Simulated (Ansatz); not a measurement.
**Two runs on GeSe**

System: GeSe (Pnma, 8 atoms in the cell).
Method of the first run: DFT, PBEsol, plane waves, PAW, no spin polarisation (Ansatz 0.2.0).

The structure derives from an entry of the Crystallography Open Database. Text and figures count atoms from 1; the logs count them from 0 in places.

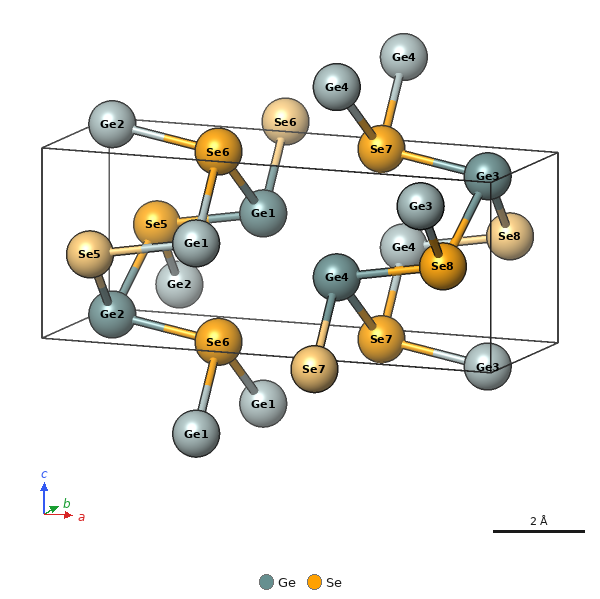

**Figure 1.** The structure as given in the input (ball-and-stick view of the cell of the calculation, seen slightly off an axis; neighbours outside the cell are drawn fainter; atoms are numbered from 1 in the order of the input). An atom can appear more than once, as a periodic image.

Input, the first run:
```yaml
crystal:
  lattice:
    - [10.7114879317, 0.0, 0.0]
    - [0.0, 3.8543821067, 0.0]
    - [0.0, 0.0, 4.2673309516]
  atoms:
    - { symbol: Ge, position: [0.3807263859, 0.75, 0.6069329028] }
    - { symbol: Ge, position: [0.1192736141, 0.25, 0.1069329028] }
    - { symbol: Ge, position: [0.8807263859, 0.75, 0.8930670972] }
    - { symbol: Ge, position: [0.6192736141, 0.25, 0.3930670972] }
    - { symbol: Se, position: [0.1442150641, 0.75, 0.5061952201] }
    - { symbol: Se, position: [0.3557849359, 0.25, 1.0061952201] }
    - { symbol: Se, position: [0.6442150641, 0.75, -0.0061952201] }
    - { symbol: Se, position: [0.8557849359, 0.25, 0.4938047799] }
basis:
  ecutwfc: 420
kpoints:
  mp_grid: { grid: [4, 10, 8] }
hamiltonian:
  xc: pbesol
scf:
  occupations: { method: gaussian, width: 0.02 }
  mixing: { preconditioner: local_kerker }
output:
  forces: true
  eigenvalues: true
  stress: true
```

Command:
```bash
ansatz run input.yaml --threads 2 --pin off --max-ram 5120MiB --backend cpu --events-out ev --progress --plain --runs-dir out
```

Hardware: 2 threads of Arm Neoverse V2, 24 GiB of memory available, shared host.

Output, shortened to warnings, some set-up lines, iterations and results (the first run):
```
Basis set: ecut = 420 eV, 3461 PW (Γ), exchange–correlation on 144×54×60 points (8 copies of the dense FFT grid, shifted against one another)
Symmetry: 8 space group operations
k-points: 90 of 320
Initial density: superposition of atomic densities (neutral atoms: chi_scale 0, normalization atom), corrected by the library's trained network
[...]
SCF iter   1: F=—  HF=-38712.687104 eV  |F-HF|=—  |Δ(HF+E_count)|=         —  Δρ=2.50e-3  dr2=1.66e-2  ethr=1.77e-3  ⟨swp⟩=6.1  Hψ=22388  notcnv=0  defer=2
SCF iter   2: F=—  HF=-38712.680072 eV  |F-HF|=—  |Δ(HF+E_count)|=   7.03e-3  Δρ=1.32e-3  dr2=3.63e-3  ethr=1.39e-5  ⟨swp⟩=2.0  Hψ=9941  notcnv=0  defer=515
SCF iter   3: F=—  HF=-38712.679558 eV  |F-HF|=—  |Δ(HF+E_count)|=   5.15e-4  Δρ=3.85e-4  dr2=2.48e-4  ethr=3.02e-6  ⟨swp⟩=2.0  Hψ=9955  notcnv=0  defer=245
SCF iter   4: F=—  HF=-38712.679502 eV  |F-HF|=—  |Δ(HF+E_count)|=   5.58e-5  Δρ=1.63e-4  dr2=4.70e-5  ethr=2.06e-7  ⟨swp⟩=2.0  Hψ=9565  notcnv=0  defer=245
SCF iter   5: F=—  HF=-38712.679450 eV  |F-HF|=—  |Δ(HF+E_count)|=   5.22e-5  Δρ=3.75e-5  dr2=3.33e-6  ethr=3.92e-8  ⟨swp⟩=2.0  Hψ=9565  notcnv=0  defer=245
SCF iter   6: F=-38712.679450 eV  HF=-38712.679450 eV  |F-HF|=1.41e-8  |Δ(HF+E_count)|=   2.66e-7  Δρ=7.51e-6  dr2=5.50e-8  ethr=8.33e-11  ⟨swp⟩=6.1  Hψ=30373  notcnv=0
SCF 1 converged in 6 iterations: F = -38712.679450 eV  dr2 = 5.50e-8
SCF converged after 6 iterations
Free energy (F): -38712.679450 eV
Harris-Foulkes:  -38712.679450 eV  (|F-HF|=1.41e-8)
Internal energy: -38712.679450 eV  (E = F + TS)
E sigma→0 (E₀):  -38712.679450 eV
Fermi energy:    9.403331 eV
--- Per-component energies (eV) ---
  E_band       = -2029.056969
  E_kinetic    = 913.418776
  E_local      = -18337.387644  (includes V_loc(G=0)·N_el)
  E_nonlocal   = -706.417002
  E_hartree    = 8549.409452
  E_xc         = -713.081222
  E_vxc        = -650.395454  (∫ρ·V_xc dr)
  E_paw        = -15369.003267  (= ΣΔE_a)
  E_vpaw       = -347.099910  (= ΣTr[D̂ρ^β])
  E_aug_tail   = -0.001266  (compensation charges beyond the density's cutoff)
  E_ewald      = -13057.322822
  E_core_change = 7.705547  (= ΣΔE_core)
  E_smearing   = -0.000000  (= −TS)
  E_closure    = 0.000000  (closes the sum)
  Σ components = -38712.679450   (vs F -38712.679450, Δ=0.00e0)
--- Forces (eV/Å), atoms counted from 1 ---
  atom   1  Ge     0.00015578     0.00000000     0.00184789
  atom   2  Ge    -0.00015578     0.00000000     0.00184789
  atom   3  Ge     0.00015578     0.00000000    -0.00184789
  atom   4  Ge    -0.00015578     0.00000000    -0.00184789
  atom   5  Se     0.00109950     0.00000000    -0.00186033
  atom   6  Se    -0.00109950     0.00000000    -0.00186033
  atom   7  Se     0.00109950     0.00000000     0.00186033
  atom   8  Se    -0.00109950     0.00000000     0.00186033
  max |Σ_I F_I| component: 2.17e-19 eV/Å
--- Stress (GPa, compression-positive) ---
       -0.003903       0.000000       0.000000
        0.000000      -0.033254       0.000000
        0.000000       0.000000      -0.004938
  P = ⅓ Tr σ = -0.0140 GPa (-0.140 kbar)
```

The input of the second run differs as follows (lines with − go, lines with + come):
```diff
-  ecutwfc: 420
+  ecutwfc: "550 eV"
-  mixing: { preconditioner: local_kerker }
```

How does the second run compare with the first run?

The free energy of the second run is 1.0 meV per atom lower, which comes mainly from the change of cutoff or grids; a solver setting shouldn't move a converged energy. More plane waves can only lower the energy of a fixed Hamiltonian, so the higher cutoff gives the lower value. The SCF takes 7 iterations against 6. The plane waves at Γ go from 3461 to 5147. On the same kind of shared host the second run took about 1.4 times as long.

Output, shortened to warnings, some set-up lines, iterations and results (the second run):
```
Basis set: ecut = 550 eV, 5147 PW (Γ), exchange–correlation on 180×60×72 points (8 copies of the dense FFT grid, shifted against one another)
Symmetry: 8 space group operations
k-points: 90 of 320
Initial density: superposition of atomic densities (neutral atoms: chi_scale 0, normalization atom), corrected by the library's trained network
[...]
SCF iter   1: F=—  HF=-38712.695032 eV  |F-HF|=—  |Δ(HF+E_count)|=         —  Δρ=2.50e-3  dr2=1.65e-2  ethr=1.77e-3  ⟨swp⟩=6.1  Hψ=22498  notcnv=0  defer=2
SCF iter   2: F=—  HF=-38712.687814 eV  |F-HF|=—  |Δ(HF+E_count)|=   7.22e-3  Δρ=1.34e-3  dr2=4.39e-3  ethr=1.38e-5  ⟨swp⟩=2.1  Hψ=10017  notcnv=0  defer=515
SCF iter   3: F=—  HF=-38712.687169 eV  |F-HF|=—  |Δ(HF+E_count)|=   6.45e-4  Δρ=3.77e-4  dr2=3.13e-4  ethr=3.66e-6  ⟨swp⟩=2.0  Hψ=7944  notcnv=0  defer=245
SCF iter   4: F=—  HF=-38712.687176 eV  |F-HF|=—  |Δ(HF+E_count)|=   7.52e-6  Δρ=1.33e-4  dr2=1.68e-5  ethr=2.61e-7  ⟨swp⟩=2.0  Hψ=9565  notcnv=0  defer=245
SCF iter   5: F=—  HF=-38712.687213 eV  |F-HF|=—  |Δ(HF+E_count)|=   3.70e-5  Δρ=3.98e-5  dr2=1.84e-6  ethr=1.40e-8  ⟨swp⟩=2.0  Hψ=9565  notcnv=0  defer=245
SCF iter   6: F=—  HF=-38712.687215 eV  |F-HF|=—  |Δ(HF+E_count)|=   1.47e-6  Δρ=1.10e-5  dr2=1.46e-7  ethr=1.54e-9  ⟨swp⟩=2.0  Hψ=9565  notcnv=0  defer=245
SCF iter   7: F=-38712.687215 eV  HF=-38712.687215 eV  |F-HF|=1.22e-9  |Δ(HF+E_count)|=   9.01e-9  Δρ=1.84e-6  dr2=5.95e-9  ethr=8.33e-11  ⟨swp⟩=7.2  Hψ=21834  notcnv=0
SCF 1 converged in 7 iterations: F = -38712.687215 eV  dr2 = 5.95e-9
SCF converged after 7 iterations
Free energy (F): -38712.687215 eV
Harris-Foulkes:  -38712.687215 eV  (|F-HF|=1.22e-9)
Internal energy: -38712.687215 eV  (E = F + TS)
E sigma→0 (E₀):  -38712.687215 eV
Fermi energy:    9.403040 eV
--- Per-component energies (eV) ---
  E_band       = -2029.498146
  E_kinetic    = 913.217027
  E_local      = -18338.007364  (includes V_loc(G=0)·N_el)
  E_nonlocal   = -705.280706
  E_hartree    = 8549.963218
  E_xc         = -713.033268
  E_vxc        = -650.335027  (∫ρ·V_xc dr)
  E_paw        = -15369.928194  (= ΣΔE_a)
  E_vpaw       = -349.021687  (= ΣTr[D̂ρ^β])
  E_aug_tail   = -0.000652  (compensation charges beyond the density's cutoff)
  E_ewald      = -13057.322822
  E_core_change = 7.705547  (= ΣΔE_core)
  E_smearing   = -0.000000  (= −TS)
  E_closure    = 0.000000  (closes the sum)
  Σ components = -38712.687215   (vs F -38712.687215, Δ=0.00e0)
--- Forces (eV/Å), atoms counted from 1 ---
  atom   1  Ge     0.00005934     0.00000000     0.00191168
  atom   2  Ge    -0.00005934     0.00000000     0.00191168
  atom   3  Ge     0.00005934     0.00000000    -0.00191168
  atom   4  Ge    -0.00005934     0.00000000    -0.00191168
  atom   5  Se     0.00112615     0.00000000    -0.00186597
  atom   6  Se    -0.00112615     0.00000000    -0.00186597
  atom   7  Se     0.00112615     0.00000000     0.00186597
  atom   8  Se    -0.00112615     0.00000000     0.00186597
  max |Σ_I F_I| component: 4.34e-19 eV/Å
--- Stress (GPa, compression-positive) ---
       -0.005273       0.000000       0.000000
        0.000000      -0.035201       0.000000
        0.000000       0.000000      -0.006991
  P = ⅓ Tr σ = -0.0158 GPa (-0.158 kbar)
```

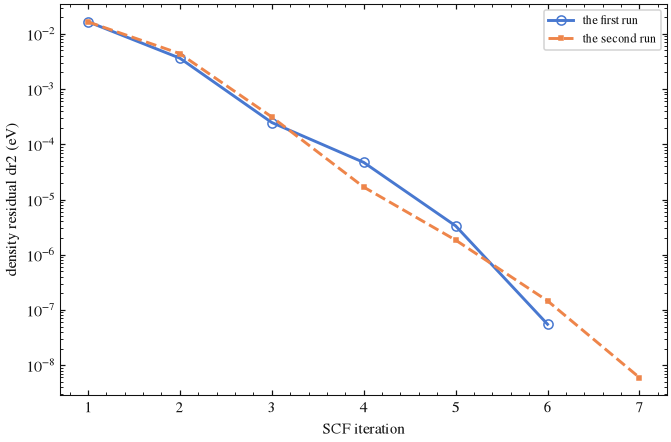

**Figure 2.** Convergence of the two runs: density residual dr2 against the SCF iteration. The first run takes 6 iterations in all, and the second run takes 7.

The two runs side by side:

```tsv
quantity	the first run	the second run
outcome	converged	converged
free energy per atom (eV)	−4839.0849	−4839.0859
gap on the mesh (eV)	0.41	0.41
pressure (GPa)	−0.01	−0.02
largest force (eV/Å)	0.002	0.002
SCF iterations	6	7
irreducible k-points	90	90
plane waves at Γ	3461	5147
wall time (shared host)	35 s	49 s
```
